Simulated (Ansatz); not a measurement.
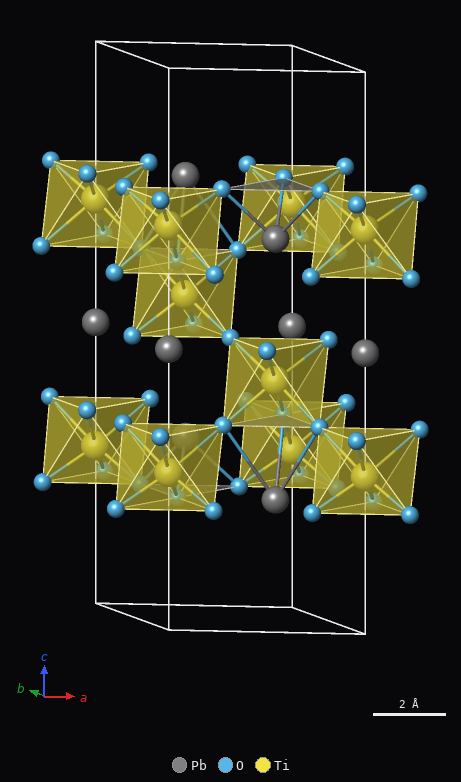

*The input geometry (polyhedral view of the cell of the calculation, with the vacuum cut short, seen slightly off an axis; polyhedra are completed across the faces of the cell). An atom can appear more than once, as a periodic image.*

## Single-point calculation, with input and output: Ti4Pb5O15 (part 1 of 2)

Ti4Pb5O15 (slab, 24 atoms in the cell), computed with DFT, PBEsol, plane waves, PAW (Ansatz 0.2.0).

The structure derives from an entry of the Crystallography Open Database. The run did not end well.

**The input**
```yaml
crystal:
  lattice:
    - [5.5427679564, 0.0, 0.0]
    - [-2.7713839782, 4.8001778575, 0.0]
    - [0.0, 0.0, 24.0513021706]
  atoms:
    - { symbol: Pb, position: [0.6666666667, 0.3333333333, 0.3158978516] }
    - { symbol: O, position: [0.1658994563, 0.8341005437, 0.3160482931] }
    - { symbol: O, position: [0.1658994563, 0.3317989126, 0.3160482931] }
    - { symbol: O, position: [0.6682010874, 0.8341005437, 0.3160482931] }
    - { symbol: Ti, position: [0.0, 0.0, 0.3551752862] }
    - { symbol: Pb, position: [0.3333333333, 0.6666666667, 0.3779780837] }
    - { symbol: O, position: [0.8298400367, 0.1701599633, 0.4066476412] }
    - { symbol: O, position: [0.8298400367, 0.6596800735, 0.4066476412] }
    - { symbol: O, position: [0.3403199265, 0.1701599633, 0.4066476412] }
    - { symbol: Ti, position: [0.6666666667, 0.3333333333, 0.4556477177] }
    - { symbol: Pb, position: [0.0, 0.0, 0.4999998056] }
    - { symbol: O, position: [0.5000000616, 0.4999999384, 0.4999998737] }
    - { symbol: O, position: [0.5000000616, 1.233e-07, 0.4999998737] }
    - { symbol: O, position: [-1.233e-07, 0.4999999384, 0.4999998737] }
    - { symbol: Ti, position: [0.3333333333, 0.6666666667, 0.544352017] }
    - { symbol: Pb, position: [0.6666666667, 0.3333333333, 0.6220221319] }
    - { symbol: O, position: [0.1701598909, 0.8298401091, 0.5933522203] }
    - { symbol: O, position: [0.1701598909, 0.3403197818, 0.5933522203] }
    - { symbol: O, position: [0.6596802182, 0.8298401091, 0.5933522203] }
    - { symbol: Ti, position: [0.0, 0.0, 0.6448248178] }
    - { symbol: Pb, position: [0.3333333333, 0.6666666667, 0.6841026277] }
    - { symbol: O, position: [0.834100558, 0.165899442, 0.6839518587] }
    - { symbol: O, position: [0.834100558, 0.6682011159, 0.6839518587] }
    - { symbol: O, position: [0.3317988841, 0.165899442, 0.6839518587] }
kpoints:
  mp_grid: { grid: [6, 6, 1] }
hamiltonian:
  xc: pbesol
  pseudopotentials: { kind: paw, source: ansatz }
scf:
  occupations: { method: gaussian, width: 0.05 }
output:
  forces: true
  eigenvalues: true
efield:
  axis: 3
  dipole_correction: true
  ramp_width: 0.04
```

Hardware: 2 threads of Intel Xeon (Granite Rapids), 32 GiB of memory available, shared host.

Launch command:
```bash
ansatz run input.yaml --threads 2 --pin off --max-ram 5120MiB --backend cpu --events-out ev --progress --plain --runs-dir out
```

**Output**
```
Engine: ansatz 0.2.0, x86_64-unknown-linux-gnu
Pseudopotentials: kind: paw
Pseudopotential: Pb, paw, valence charge 22, recommended cutoff 580 eV (normal), Pb.paw.azcp
Pseudopotential: O, paw, valence charge 6, recommended cutoff 930 eV (normal), O.paw.azcp
Pseudopotential: Ti, paw, valence charge 12, recommended cutoff 740 eV (normal), Ti.paw.azcp
Functional definition: PBEsol
  exchange = pbesol_x
  correlation = pbesol_c
Crystal: 24 atoms, lattice volume = 639.915 Å³
Basis set: ecut = 930 eV, 41165 PW (Γ), exchange–correlation on 128×128×540 points (8 copies of the dense FFT grid, shifted against one another)
Bands: 149, of which v1, the nominal top of the filled ones, is band 124 counted from 1 (123 counted from 0)
Symmetry: 6 space group operations
k-points: 7 of 36 (time reversal used)
Non-local potential: Pb, projectors of the file, l = 0: 3, l = 1: 3, l = 2: 3, l = 3: 2
Non-local potential: O, projectors of the file, l = 0: 2, l = 1: 2, l = 2: 1
Non-local potential: Ti, projectors of the file, l = 0: 2, l = 1: 2, l = 2: 2, l = 3: 1
PAW form: soft (Blöchl's): semilocal exchange-correlation on the pseudo side does not see the compensation charge
PAW frozen core: Pb, regenerated for the run's functional, and the local potential with it (the file was generated under x = pbe(κ = 0.804, μ = 0.2195149727645171), c = pbe(β = 0.06672455060314922))
PAW frozen core: O, regenerated for the run's functional, and the local potential with it (the file was generated under x = pbe(κ = 0.804, μ = 0.2195149727645171), c = pbe(β = 0.06672455060314922))
PAW frozen core: Ti, regenerated for the run's functional, and the local potential with it (the file was generated under x = pbe(κ = 0.804, μ = 0.2195149727645171), c = pbe(β = 0.06672455060314922))
PAW one-centre angular grid: Pb, 590 points (default); XC on 64 Gauss nodes
PAW one-centre angular grid: O, 110 points (default); XC on 64 Gauss nodes
PAW one-centre angular grid: Ti, 590 points (default); XC on 64 Gauss nodes
Initial density: superposition of atomic densities (neutral atoms: chi_scale 0, normalization atom)
Initial wavefunctions: pseudopotential atomic-orbital guess
Functional: x = pbesol(κ = 0.804, μ = 0.12345679012345678), c = pbesol(β = 0.046)
SCF iter   1: F=—  HF=-94058.887787 eV  |F-HF|=—  |Δ(HF+E_count)|=         —  Δρ=1.48e-1  dr2=1.57e2  ethr=3.10e-3  p=0.000 e·Å  D=4.90e-11 V/Å  ΔV_dip=-0.00 eV  dr2_dipole=1.09e-7  V_vac-E_F(+/−)=9.93/9.93 eV  ⟨swp⟩=6.6  Hψ=4133  notcnv=0  defer=47
efield: sawtooth ramp at fractional position 0.9800 (placed from the atoms, in the widest stretch of the axis that holds none; the zero of the levels goes with the place), width 0.0400; the density the first Hamiltonian is built on has a dipole p = 0.000 e·Å; the dipole correction subtracts the counter field D = 4.90e-11 V/Å, which shifts the + side's vacuum level by -0.00 eV against the − side's; the planar-averaged density in the ramp window peaks in size at 5.1e-7 e/Å³
preconditioner: auto → LDOS  [insulator: Δε(μ)=0.099 eV  Ē_g=17.054 eV  σ=0.050 eV  W_gap=0.83  n_scr=136 (ndim 8)  ℏωp=20.8 eV  f_vac=0.504  D(μ)=5.51/eV (n_scr^D=8)  ε∞_Penn≈2.5  β→1.0]
SCF iter   2: F=—  HF=-94202.794306 eV  |F-HF|=—  |Δ(HF+E_count)|=    1.44e2  Δρ=5.10e-1  dr2=2.05e3  ethr=3.10e-3  p=0.001 e·Å  D=3.91e-4 V/Å  ΔV_dip=-0.01 eV  dr2_dipole=4.67e-3  V_vac-E_F(+/−)=7.43/7.44 eV  ⟨swp⟩=6.7  Hψ=3669  notcnv=0  defer=130  recentre
SCF iter   3: F=—  HF=-94033.207992 eV  |F-HF|=—  |Δ(HF+E_count)|=    1.70e2  Δρ=9.21e-2  dr2=6.46e1  ethr=3.10e-3  p=-0.001 e·Å  D=-2.74e-4 V/Å  ΔV_dip=0.01 eV  dr2_dipole=6.97e-5  V_vac-E_F(+/−)=8.80/8.79 eV  ⟨swp⟩=8.4  Hψ=4258  notcnv=0  defer=121
SCF iter   4: F=—  HF=-94017.605577 eV  |F-HF|=—  |Δ(HF+E_count)|=    1.56e1  Δρ=2.38e-2  dr2=3.99e0  ethr=3.10e-3  p=-0.002 e·Å  D=-4.29e-4 V/Å  ΔV_dip=0.01 eV  dr2_dipole=1.13e-4  V_vac-E_F(+/−)=6.58/6.57 eV  ⟨swp⟩=6.1  Hψ=2268  notcnv=0  defer=128
SCF iter   5: F=—  HF=-94016.751679 eV  |F-HF|=—  |Δ(HF+E_count)|=   8.54e-1  Δρ=9.42e-3  dr2=9.87e-1  ethr=1.61e-3  p=0.001 e·Å  D=2.86e-4 V/Å  ΔV_dip=-0.01 eV  dr2_dipole=9.77e-7  V_vac-E_F(+/−)=6.05/6.05 eV  ⟨swp⟩=5.0  Hψ=2062  notcnv=0  defer=129
SCF iter   6: F=—  HF=-94016.684893 eV  |F-HF|=—  |Δ(HF+E_count)|=   6.68e-2  Δρ=4.33e-3  dr2=2.54e-1  ethr=3.98e-4  p=0.000 e·Å  D=7.14e-5 V/Å  ΔV_dip=-0.00 eV  dr2_dipole=9.42e-5  V_vac-E_F(+/−)=6.19/6.19 eV  ⟨swp⟩=5.7  Hψ=1359  notcnv=0  defer=128
SCF iter   7: F=—  HF=-94016.668388 eV  |F-HF|=—  |Δ(HF+E_count)|=   1.65e-2  Δρ=2.94e-3  dr2=9.29e-2  ethr=1.02e-4  p=0.000 e·Å  D=6.47e-5 V/Å  ΔV_dip=-0.00 eV  dr2_dipole=1.81e-6  V_vac-E_F(+/−)=6.23/6.23 eV  ⟨swp⟩=5.6  Hψ=1326  notcnv=0  defer=127
SCF iter   8: F=—  HF=-94016.660998 eV  |F-HF|=—  |Δ(HF+E_count)|=   7.39e-3  Δρ=1.27e-3  dr2=2.06e-2  ethr=3.75e-5  p=0.000 e·Å  D=1.86e-5 V/Å  ΔV_dip=-0.00 eV  dr2_dipole=1.46e-6  V_vac-E_F(+/−)=6.25/6.25 eV  ⟨swp⟩=3.6  Hψ=1295  notcnv=0  defer=126
SCF iter   9: F=—  HF=-94016.659361 eV  |F-HF|=—  |Δ(HF+E_count)|=   1.64e-3  Δρ=6.81e-4  dr2=5.39e-3  ethr=8.30e-6  p=-0.000 e·Å  D=-4.23e-6 V/Å  ΔV_dip=0.00 eV  dr2_dipole=3.34e-7  V_vac-E_F(+/−)=6.27/6.27 eV  ⟨swp⟩=2.0  Hψ=1173  notcnv=0  defer=125
SCF iter  10: F=—  HF=-94016.658923 eV  |F-HF|=—  |Δ(HF+E_count)|=   4.38e-4  Δρ=1.78e-4  dr2=2.43e-4  ethr=2.17e-6  p=0.000 e·Å  D=1.84e-6 V/Å  ΔV_dip=-0.00 eV  dr2_dipole=2.22e-8  V_vac-E_F(+/−)=6.27/6.27 eV  ⟨swp⟩=2.4  Hψ=1290  notcnv=0  defer=125
SCF iter  11: F=—  HF=-94016.658871 eV  |F-HF|=—  |Δ(HF+E_count)|=   5.19e-5  Δρ=7.70e-5  dr2=6.29e-5  ethr=9.78e-8  p=-0.000 e·Å  D=-3.56e-6 V/Å  ΔV_dip=0.00 eV  dr2_dipole=4.67e-11  V_vac-E_F(+/−)=6.27/6.27 eV  ⟨swp⟩=2.0  Hψ=1758  notcnv=0  defer=125
SCF iter  12: F=—  HF=-94016.659986 eV  |F-HF|=—  |Δ(HF+E_count)|=   1.11e-3  Δρ=4.50e-5  dr2=2.53e-5  ethr=2.53e-8  p=0.000 e·Å  D=8.39e-7 V/Å  ΔV_dip=-0.00 eV  dr2_dipole=2.66e-12  V_vac-E_F(+/−)=6.26/6.26 eV  ⟨swp⟩=2.1  Hψ=1446  notcnv=0  defer=125
SCF iter  13: F=—  HF=-94016.659984 eV  |F-HF|=—  |Δ(HF+E_count)|=   1.36e-6  Δρ=2.28e-5  dr2=7.02e-6  ethr=1.02e-8  p=-0.000 e·Å  D=-4.86e-8 V/Å  ΔV_dip=0.00 eV  dr2_dipole=1.49e-9  V_vac-E_F(+/−)=6.26/6.26 eV  ⟨swp⟩=2.0  Hψ=1314  notcnv=0  defer=125
SCF iter  14: F=—  HF=-94016.659984 eV  |F-HF|=—  |Δ(HF+E_count)|=   4.35e-7  Δρ=9.94e-6  dr2=1.37e-6  ethr=2.83e-9  p=0.000 e·Å  D=1.24e-6 V/Å  ΔV_dip=-0.00 eV  dr2_dipole=6.08e-10  V_vac-E_F(+/−)=6.26/6.26 eV  ⟨swp⟩=2.0  Hψ=1180  notcnv=0  defer=125
SCF iter  15: F=—  HF=-94016.659984 eV  |F-HF|=—  |Δ(HF+E_count)|=   9.70e-8  Δρ=4.86e-6  dr2=3.29e-7  ethr=5.52e-10  p=0.000 e·Å  D=1.08e-6 V/Å  ΔV_dip=-0.00 eV  dr2_dipole=2.40e-11  V_vac-E_F(+/−)=6.26/6.26 eV  ⟨swp⟩=2.0  Hψ=1217  notcnv=0  defer=125
SCF iter  16: F=-94016.659984 eV  HF=-94016.659984 eV  |F-HF|=2.26e-8  |Δ(HF+E_count)|=   2.72e-8  Δρ=1.63e-6  dr2=3.68e-8  ethr=4.03e-11  p=0.000 e·Å  D=1.16e-6 V/Å  ΔV_dip=-0.00 eV  dr2_dipole=1.63e-10  V_vac-E_F(+/−)=6.26/6.26 eV  ⟨swp⟩=14.9  Hψ=5894  notcnv=0
SCF 1 converged in 16 iterations: F = -94016.659984 eV  dr2 = 3.68e-8
  greatest PAW one-centre occupation: 1.000 electrons in one spin orbital (limit 2), on the Pb atom at site 10 (counted from 0), in its partial waves of l = 0
```

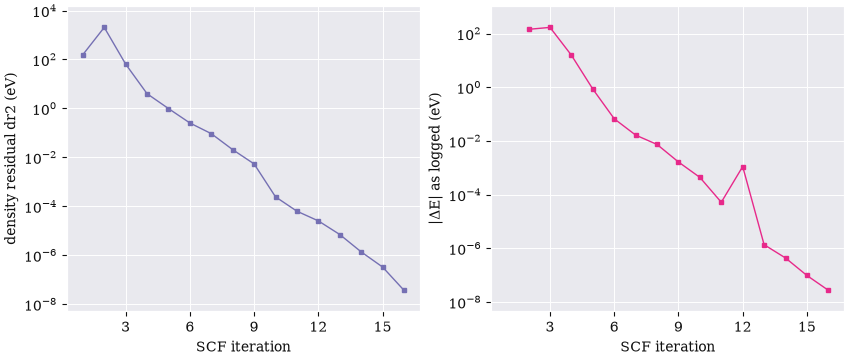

*Convergence of the self-consistent field: density residual dr2 and size of the energy change against the SCF iteration.*

The residual comes down, with one marked jump up, by a factor of about 15, at step 2. The field converged; the run failed or was cut off later.

```
SCF converged after 16 iterations
the last check of whether an eigenvalue changes by more than its tolerance under the output density was not made (no_room)
Free energy (F): -94016.659984 eV
Harris-Foulkes:  -94016.659984 eV  (|F-HF|=2.26e-8)
Internal energy: -94016.634616 eV  (E = F + TS)
E sigma→0 (E₀):  -94016.647300 eV
Entropy (-TS):   -0.025368 eV (-1.057 meV/atom)
Fermi energy:    1.588105 eV
Dipole field:    D = 0.000011 V/Å  (p = 0.000038 e·Å, saw-weighted, corrected)
Work function:   Φ+ = 6.2636 eV   Φ− = 6.2639 eV
Levels:          The Fermi level and band energies are counted from a zero that moves with the ramp; work functions are not
--- Per-component energies (eV) ---
  E_band       = -6096.990615
  E_kinetic    = 9540.506340
  E_local      = -285104.538725  (includes V_loc(G=0)·N_el)
  E_nonlocal   = 9494.550479
  E_hartree    = 134140.275449
  E_xc         = -3190.780813
  E_vxc        = -4048.412282  (∫ρ·V_xc dr)
  E_paw        = -57743.408962  (= ΣΔE_a)
  E_vpaw       = -4259.675402  (= ΣTr[D̂ρ^β])
  E_aug_tail   = 0.000069  (compensation charges beyond the density's cutoff)
  E_efield     = 0.000000  (sawtooth field / dipole correction)
  E_vefield    = 0.000000  (∫n·V_field dr)
  E_ewald      = 98843.855392
  E_core_change = 2.906155  (= ΣΔE_core)
  E_smearing   = -0.025368  (= −TS)
  E_closure    = 0.000000  (closes the sum)
  Σ components = -94016.659984   (vs F -94016.659984, Δ=0.00e0)
```
